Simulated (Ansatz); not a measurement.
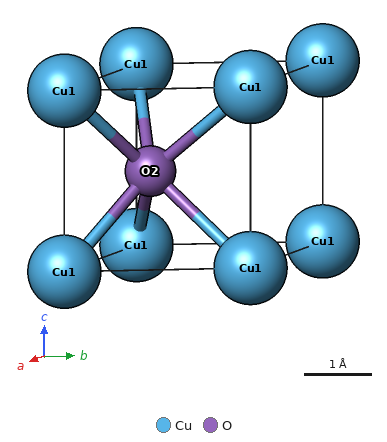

Fig. 1: The input geometry of run A (ball-and-stick view of the cell of the calculation, seen slightly off an axis; atoms are numbered from 1 in the order of the input).

# What a change does: single-point calculation on CuO

System: CuO (P-6m2, 2 atoms in the cell).
Method of run A: DFT LDA+U, scalar-relativistic, plane waves, PAW, Ueff = 6 eV on Cu atom 1 d, spin-polarised (Ansatz 0.2.0).

The structure was built on a prototype by a generator; it need not be a known phase. Text and figures count atoms from 1; the logs count them from 0 in places.

## The input, run A
```yaml
crystal:
  lattice:
    - [2.83632511, 0.0, 0.0]
    - [-1.41816255, 2.4563296, 0.0]
    - [0.0, 0.0, 2.76811278]
  atoms:
    - { symbol: Cu, position: [0.0, 0.0, 0.0], spin: 1.0 }
    - { symbol: O, position: [0.6666666667, 0.3333333333, 0.5] }
basis:
  ecutwfc: 420
  ecutrho_ratio: 4
kpoints:
  mp_grid: { grid: [8, 8, 7] }
hamiltonian:
  xc: lda
  hubbard:
    sites:
      - { site: 0, l: d, u_eff: 6.0, starting_ns: [{ spin: up, occupation_matrix: s0up }, { spin: down, occupation_matrix: s0down }] }
    occupation_matrices:
      s0up:
        matrix:
          - [0.97, 0.0, 0.0, 0.0, 0.0]
          - [0.0, 0.97, 0.0, 0.0, 0.0]
          - [0.0, 0.0, 0.97, 0.0, 0.0]
          - [0.0, 0.0, 0.0, 0.97, 0.0]
          - [0.0, 0.0, 0.0, 0.0, 0.97]
      s0down:
        matrix:
          - [0.97, 0.0, 0.0, 0.0, 0.0]
          - [0.0, 0.02, 0.0, 0.0, 0.0]
          - [0.0, 0.0, 0.97, 0.0, 0.0]
          - [0.0, 0.0, 0.0, 0.97, 0.0]
          - [0.0, 0.0, 0.0, 0.0, 0.97]
    ns_hold: { iters: 12 }
scf:
  occupations: { method: gaussian, width: 0.05 }
  lower_state_search: "off"
  max_iter: 150
output:
  forces: true
  stress: true
  eigenvalues: true
  populations: true
  hubbard: { sites: [{ site: 0, l: d }] }
magnetization:
  spin_polarized: true
```

Launched with:
```bash
ansatz run input.yaml --threads 2 --pin off --max-ram 3072MiB --backend cpu --events-out ev --progress --plain --runs-dir out
```

Hardware: 2 threads of Intel Xeon (Sapphire Rapids), 32 GiB of memory available, shared host.

## Output, shortened to warnings, some set-up lines, iterations and results (run A)
```
Warning: crystal.symmetry: narrowed to the stabiliser of the occupation matrices — unitary ops 12 → 4; lowered by the specified shell (site 0, l: d); largest admitted image defect 1.9e-9, smallest excluded 7.1e-1 — at a splitting's scale: the group the occupation matrices' own texture admits
WARN: hamiltonian.hubbard: on 1 of 2 specified blocks the occupation matrix of this SCF's result fails the test of the specified filling. At site 0 ↓ (sites count from 0 in the list of atoms of the cell that this SCF solves) the least filled combination of the orbitals specified full has occupation 0.841, and the fullest combination of the orbitals specified empty has occupation 0.841; the …
Basis set: ecut = 420 eV, 405 PW (Γ)
Symmetry: 4 space group operations
k-points: 84 of 448 (time reversal used)
Initial density: superposition of atomic densities (chi_scale 0.1, normalization cell, long waves kept (reshape's long-wave potential 0.00 eV rms))
[...]
SCF iter   1: F=—  HF=-7107.037706 eV  |F-HF|=—  |Δ(HF+E_count)|=         —  Δρ=7.60e-2 (↑4.70e-2 ↓7.60e-2)  dr2=8.71e-1  dr2_m=2.30e-1  M=1.000 μB ∫|m|=1.023 μB  β_m=0.30  …
SCF iter   2: F=—  HF=-7107.005447 eV  |F-HF|=—  |Δ(HF+E_count)|=   3.23e-2  Δρ=5.41e-2 (↑2.03e-2 ↓5.41e-2)  dr2=1.92e-1  dr2_m=1.62e-1  M=1.000 μB ∫|m|=1.018 μB  β_m=0.30  …
SCF iter   3: F=—  HF=-7107.023680 eV  |F-HF|=—  |Δ(HF+E_count)|=   1.82e-2  Δρ=3.43e-2 (↑2.22e-2 ↓3.43e-2)  dr2=1.55e-1  dr2_m=6.05e-2  M=1.000 μB ∫|m|=1.024 μB  β_m=0.30  …
SCF iter   4: F=—  HF=-7107.033400 eV  |F-HF|=—  |Δ(HF+E_count)|=   9.72e-3  Δρ=1.64e-2 (↑1.49e-2 ↓1.64e-2)  dr2=2.98e-3  dr2_m=4.06e-2  M=1.000 μB ∫|m|=1.024 μB  β_m=0.30  …
SCF iter   5: F=—  HF=-7107.048526 eV  |F-HF|=—  |Δ(HF+E_count)|=   1.51e-2  Δρ=1.20e-2 (↑1.20e-2 ↓1.04e-2)  dr2=1.26e-3  dr2_m=2.15e-2  M=1.000 μB ∫|m|=1.026 μB  β_m=0.30  …
[... 27 lines ...]
SCF iter  33: F=—  HF=-7107.695050 eV  |F-HF|=—  |Δ(HF+E_count)|=   2.39e-6  Δρ=1.10e-4 (↑7.75e-5 ↓1.10e-4)  dr2=2.83e-6  dr2_m=2.17e-7  M=1.000 μB ∫|m|=1.055 μB  β_m=0.75  …
SCF iter  34: F=—  HF=-7107.695051 eV  |F-HF|=—  |Δ(HF+E_count)|=   1.07e-6  Δρ=2.69e-5 (↑1.71e-5 ↓2.69e-5)  dr2=5.50e-8  dr2_m=6.55e-8  M=1.000 μB ∫|m|=1.055 μB  β_m=0.76  …
SCF iter  35: F=-7107.695051 eV  HF=-7107.695051 eV  |F-HF|=8.00e-9  |Δ(HF+E_count)|=   1.50e-7  Δρ=1.19e-5 (↑3.28e-6 ↓1.19e-5)  dr2=1.55e-8  dr2_m=8.41e-9  M=1.000 μB …
SCF iter  36: F=-7107.695051 eV  HF=-7107.695051 eV  |F-HF|=4.33e-10  |Δ(HF+E_count)|=   1.55e-9  Δρ=2.29e-6 (↑1.39e-6 ↓2.29e-6)  dr2=8.09e-10  dr2_m=3.90e-10  M=1.000 μB …
SCF 1 converged in 36 iterations: F = -7107.695051 eV  dr2 = 8.09e-10
SCF converged after 36 iterations
Magnetization: 0.9999 μB (12.9999 up, 12.0001 down)
Absolute magnetization: 1.0532 μB (∫|ρ↑−ρ↓|, with the PAW one-centre terms)
Spin contamination: 0.0035 ħ² per cell (⟨S²⟩ above its minimum at these occupations)
Per-site moments (μB) at R_I (Å): [(0.3964796496707217, 0.8844438785391029), (0.6054453070897575, 0.8844438785391029)]
Free energy (F): -7107.695051 eV
Harris-Foulkes:  -7107.695051 eV  (|F-HF|=4.33e-10)
Internal energy: -7107.694080 eV  (E = F + TS)
E sigma→0 (E₀):  -7107.694566 eV
Entropy (-TS):   -0.000971 eV (-0.486 meV/atom)
Fermi energy:    11.341146 eV
--- Per-component energies (eV) ---
  E_band       = -425.357364
  E_kinetic    = 470.316214
  E_local      = -4676.883846  (includes V_loc(G=0)·N_el)
  E_nonlocal   = 455.599810
  E_hartree    = 2030.230595
  E_xc         = -158.886664
  E_vxc        = -205.227876  (∫ρ·V_xc dr)
  E_hubbard    = 0.999511  (on-site DFT+U / exact-exchange correction)
  E_vhub       = -26.846886  (the Hubbard potential's part of the band-sum identity)
  E_paw        = -1747.780392  (= ΣΔE_a)
  E_vpaw       = -502.779270  (= ΣTr[D̂ρ^β])
  E_aug_tail   = 0.002357  (compensation charges beyond the density's cutoff)
  E_ewald      = -3481.838246
  E_core_change = 0.546582  (= ΣΔE_core)
  E_smearing   = -0.000971  (= −TS)
  E_closure    = -0.000000  (closes the sum)
  Σ components = -7107.695051   (vs F -7107.695051, Δ=0.00e0)
--- Specified on-site occupations, and those of the state reported ---
  electrons in the specified blocks: 8.7500 specified, 9.6153 found
  site 0 (l=d) ↓: largest change of an orbital's occupation 0.8214; electrons 3.9000 specified, 4.6309 found; spectral distance 0.8318
  site 0 (l=d) ↑: largest change of an orbital's occupation 0.0273; electrons 4.8500 specified, 4.9844 found; spectral distance 0.0601
--- Forces (eV/Å), atoms counted from 1 ---
  atom   1  Cu     0.00000000     0.00001300     0.00000000
  atom   2  O     -0.00000000    -0.00000282    -0.00000000
  max |Σ_I F_I| component: 1.02e-5 eV/Å
--- Stress (GPa, compression-positive) ---
       -7.078485       0.000000      -0.000000
        0.000000      -7.078282       0.000000
       -0.000000       0.000000     -16.074861
  P = ⅓ Tr σ = -10.0772 GPa (-100.772 kbar)
Occupation matrices written to [file]
--- Löwdin populations: 2 sites ---
  site symbol       q [e]    m [muB]
     0     Cu     18.1238     0.3212
     1      O      6.7678     0.6865
  spilling = 0.004335 (of n_electrons = 25.000000)
--- Occupation matrices: 1 shell (run DFT+U table (all-electron-ortho-atomic); ε = 9.94e-4) ---
  Cu0 d_3D: site group D3h (-6m2)
  Cu0 d_3D up     Tr n = 4.9844  λ = 0.996 0.996 0.997 0.997 0.997  [5× z2 0.20 E''(0.40)]
[...]
```

The input of run B differs as follows (lines with − go, lines with + come):
```diff
-    - { symbol: Cu, position: [0.0, 0.0, 0.0], spin: 1.0 }
+    - { symbol: Cu, position: [0.0, 0.0, 0.0], spin: 0.3 }
-          - [0.0, 0.02, 0.0, 0.0, 0.0]
+          - [0.0, 0.97, 0.0, 0.0, 0.0]
```

How does run B compare with run A?

The energy is the same within 0.01 meV per atom. The SCF takes 49 iterations against 36. The irreducible k-points go from 84 to 40.

## Output, shortened to warnings, some set-up lines, iterations and results (run B)
```
Basis set: ecut = 420 eV, 405 PW (Γ)
Symmetry: 12 space group operations
k-points: 40 of 448 (time reversal used)
Initial density: superposition of atomic densities (chi_scale 0.1, normalization cell, long waves kept (reshape's long-wave potential 0.00 eV rms))
[...]
SCF iter   1: F=—  HF=-7108.066136 eV  |F-HF|=—  |Δ(HF+E_count)|=         —  Δρ=8.80e-2 (↑4.98e-2 ↓8.80e-2)  dr2=2.73e0  dr2_m=1.51e-1  M=0.082 μB ∫|m|=0.087 μB  β_m=0.30  …
SCF iter   2: F=—  HF=-7107.577683 eV  |F-HF|=—  |Δ(HF+E_count)|=   4.88e-1  Δρ=2.81e-2 (↑2.69e-2 ↓2.81e-2)  dr2=1.74e-1  dr2_m=6.17e-2  M=0.130 μB ∫|m|=0.134 μB  β_m=0.30  …
SCF iter   3: F=—  HF=-7107.558714 eV  |F-HF|=—  |Δ(HF+E_count)|=   1.90e-2  Δρ=1.57e-2 (↑1.57e-2 ↓1.51e-2)  dr2=1.67e-2  dr2_m=2.74e-2  M=0.190 μB ∫|m|=0.193 μB  β_m=0.30  …
SCF iter   4: F=—  HF=-7107.584620 eV  |F-HF|=—  |Δ(HF+E_count)|=   2.59e-2  Δρ=1.39e-2 (↑1.39e-2 ↓8.64e-3)  dr2=7.96e-3  dr2_m=1.53e-2  M=0.236 μB ∫|m|=0.238 μB  β_m=0.30  …
SCF iter   5: F=—  HF=-7107.611166 eV  |F-HF|=—  |Δ(HF+E_count)|=   2.65e-2  Δρ=9.31e-3 (↑9.31e-3 ↓7.45e-3)  dr2=4.18e-3  dr2_m=1.09e-2  M=0.265 μB ∫|m|=0.269 μB  β_m=1.00  …
[... 40 lines ...]
SCF iter  46: F=—  HF=-7107.695076 eV  |F-HF|=—  |Δ(HF+E_count)|=   1.53e-4  Δρ=7.37e-4 (↑3.72e-4 ↓7.37e-4)  dr2=1.29e-4  dr2_m=1.76e-5  M=1.000 μB ∫|m|=1.054 μB  …
SCF iter  47: F=—  HF=-7107.695053 eV  |F-HF|=—  |Δ(HF+E_count)|=   2.32e-5  Δρ=1.53e-4 (↑5.80e-5 ↓1.53e-4)  dr2=5.75e-6  dr2_m=5.11e-7  M=1.000 μB ∫|m|=1.055 μB  …
SCF iter  48: F=-7107.695051 eV  HF=-7107.695051 eV  |F-HF|=1.37e-9  |Δ(HF+E_count)|=   1.70e-6  Δρ=4.75e-6 (↑4.75e-6 ↓4.13e-6)  dr2=2.98e-9  dr2_m=2.04e-9  M=1.000 μB …
SCF iter  49: F=-7107.695051 eV  HF=-7107.695051 eV  |F-HF|=1.38e-9  |Δ(HF+E_count)|=  9.09e-13  Δρ=4.75e-6 (↑4.75e-6 ↓4.13e-6)  dr2=2.98e-9  dr2_m=2.04e-9  M=1.000 μB …
SCF 1 converged in 49 iterations: F = -7107.695051 eV  dr2 = 2.98e-9
SCF converged after 49 iterations
Magnetization: 0.9999 μB (12.9999 up, 12.0001 down)
Absolute magnetization: 1.0532 μB (∫|ρ↑−ρ↓|, with the PAW one-centre terms)
Spin contamination: 0.0035 ħ² per cell (⟨S²⟩ above its minimum at these occupations)
Per-site moments (μB) at R_I (Å): [(0.39648769733438566, 0.8844438785391029), (0.6054320554857523, 0.8844438785391029)]
Free energy (F): -7107.695051 eV
Harris-Foulkes:  -7107.695051 eV  (|F-HF|=1.38e-9)
Internal energy: -7107.694080 eV  (E = F + TS)
E sigma→0 (E₀):  -7107.694566 eV
Entropy (-TS):   -0.000971 eV (-0.486 meV/atom)
Fermi energy:    11.341126 eV
--- Per-component energies (eV) ---
  E_band       = -425.358148
  E_kinetic    = 470.316150
  E_local      = -4676.884408  (includes V_loc(G=0)·N_el)
  E_nonlocal   = 455.599565
  E_hartree    = 2030.231001
  E_xc         = -158.886638
  E_vxc        = -205.227842  (∫ρ·V_xc dr)
  E_hubbard    = 0.999522  (on-site DFT+U / exact-exchange correction)
  E_vhub       = -26.846786  (the Hubbard potential's part of the band-sum identity)
  E_paw        = -1747.779965  (= ΣΔE_a)
  E_vpaw       = -502.779284  (= ΣTr[D̂ρ^β])
  E_aug_tail   = 0.002357  (compensation charges beyond the density's cutoff)
  E_ewald      = -3481.838246
  E_core_change = 0.546582  (= ΣΔE_core)
  E_smearing   = -0.000971  (= −TS)
  E_closure    = 0.000000  (closes the sum)
  Σ components = -7107.695051   (vs F -7107.695051, Δ=0.00e0)
--- Specified on-site occupations, and those of the state reported ---
  electrons in the specified blocks: 9.7000 specified, 9.6153 found
  site 0 (l=d) ↓: largest change of an orbital's occupation 0.1286; electrons 4.8500 specified, 4.6309 found; spectral distance 0.1840
  site 0 (l=d) ↑: largest change of an orbital's occupation 0.0273; electrons 4.8500 specified, 4.9844 found; spectral distance 0.0601
--- Forces (eV/Å), atoms counted from 1 ---
  atom   1  Cu    -0.00000000     0.00000000     0.00000000
  atom   2  O     -0.00000000    -0.00000000    -0.00000000
  max |Σ_I F_I| component: 6.48e-17 eV/Å
--- Stress (GPa, compression-positive) ---
       -7.078898       0.000000      -0.000000
        0.000000      -7.078898       0.000000
       -0.000000       0.000000     -16.076270
  P = ⅓ Tr σ = -10.0780 GPa (-100.780 kbar)
Occupation matrices written to [file]
--- Löwdin populations: 2 sites ---
  site symbol       q [e]    m [muB]
     0     Cu     18.1238     0.3212
     1      O      6.7678     0.6865
  spilling = 0.004335 (of n_electrons = 25.000000)
--- Occupation matrices: 1 shell (run DFT+U table (all-electron-ortho-atomic); ε = 8.97e-3) ---
  Cu0 d_3D: site group D3h (-6m2)
  Cu0 d_3D up     Tr n = 4.9844  λ = 0.996 0.996 0.997 0.997 0.997  [5× z2 0.20 E''(0.40)]
[...]
```

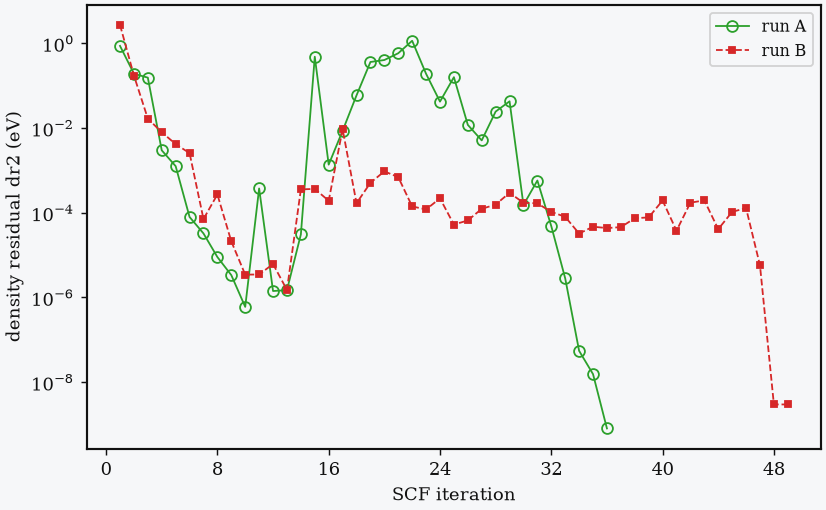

Fig. 2: Convergence of the two runs: density residual dr2 against the SCF iteration. Run A takes 36 iterations in all, and run B takes 49.

## The two runs side by side

| quantity | run A | run B |
| --- | --- | --- |
| outcome | converged | converged |
| free energy per atom (eV) | −3553.8475 | −3553.8475 |
| energy per atom, smearing taken to zero (eV) | −3553.8473 | −3553.8473 |
| gap on the mesh (eV) | 0.00 | 0.00 |
| net moment of the cell (μB) | 1.00 | 1.00 |
| absolute moment of the cell (μB) | 1.05 | 1.05 |
| pressure (GPa) | −10.08 | −10.08 |
| largest force (eV/Å) | 0.000 | 0.000 |
| SCF iterations | 36 | 49 |
| irreducible k-points | 84 | 40 |
| plane waves at Γ | 405 | 405 |
| wall time (shared host) | 9.1 s | 6.8 s |

For run A: Warnings: the typed occupations were not kept; the occupation matrices lower the symmetry.
